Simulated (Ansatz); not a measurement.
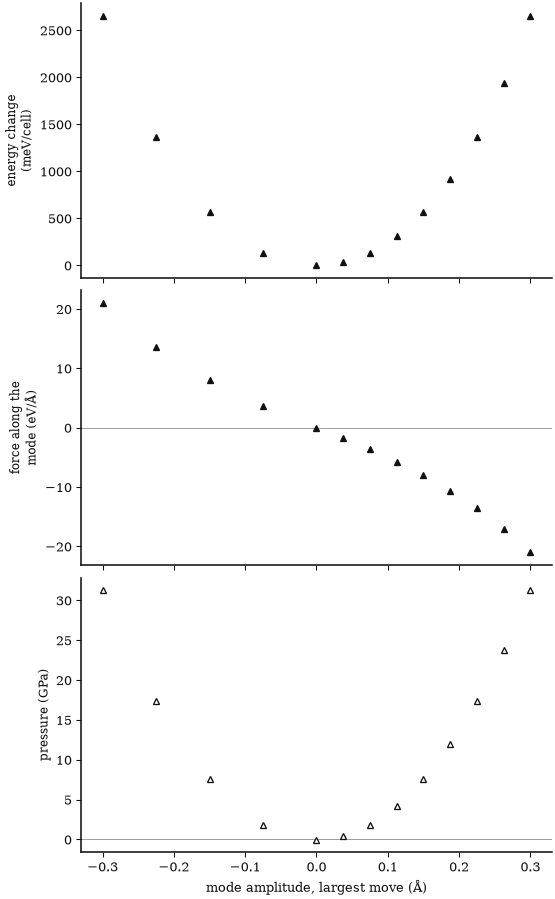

The picture above shows the energy change, force along the mode and pressure against mode amplitude for CoSi₂, space group Fm-3m (No. 225).

The given structure:
```yaml
crystal:
  lattice:
    - [0.00000, 2.65625, 2.65625]
    - [2.65625, 0.00000, 2.65625]
    - [2.65625, 2.65625, 0.00000]
  atoms:
    - { symbol: Co, position: [0.00000, 0.00000, 0.00000] }
    - { symbol: Si, position: [0.25000, 0.25000, 0.25000] }
    - { symbol: Si, position: [0.75000, 0.75000, 0.75000] }
```

Displacement pattern for amplitude 1 (x, y, z for each atom, in the order of the cell):
```json
{"atom": "Co1", "x": "-0.67", "y": "-0.67", "z": "0.00"}
{"atom": "Si2", "x": "0.71", "y": "0.71", "z": "0.00"}
{"atom": "Si3", "x": "0.71", "y": "0.71", "z": "0.00"}
```

Method: a normal mode of the cell frozen into a crystal at growing amplitude, by plane-wave density functional theory with PAW datasets, free energies less that of the undisturbed cell, pressure positive in compression; scalar-relativistic (Ansatz 0.2.0). Level: PBEsol, no spin polarisation.

wave cutoff 420 eV; k mesh 16×16×16; occupations Gaussian; smearing width 0.15 eV; k shift (0, 0, 0) (mesh steps); start relaxed.

The points at mode amplitude −0.225, −0.075, 0.15 and 0.3 follow from computed ones by symmetry.

Is the starting structure at a minimum along this coordinate?

Yes: the energy rises on both sides of the starting structure, which is therefore a minimum along this path.

How does the force along the mode vary with mode amplitude?

It falls from 21.0 eV/Å at mode amplitude −0.3000 Å to −21.0 eV/Å at 0.3000 Å, and changes sign near 0.000 Å.

What does the pressure do across the range?

It goes from 31.3 GPa at mode amplitude −0.3000 Å to 31.3 GPa at 0.3000 Å, not monotonically, with a low of 0.0 GPa at 0.0000 Å.

What does the calculation give for the harmonic force constant k (E = k x²/2 near the start)?

47.6 eV/Å².

Limits of the calculation: no spin polarisation, a magnetic state may lie lower.
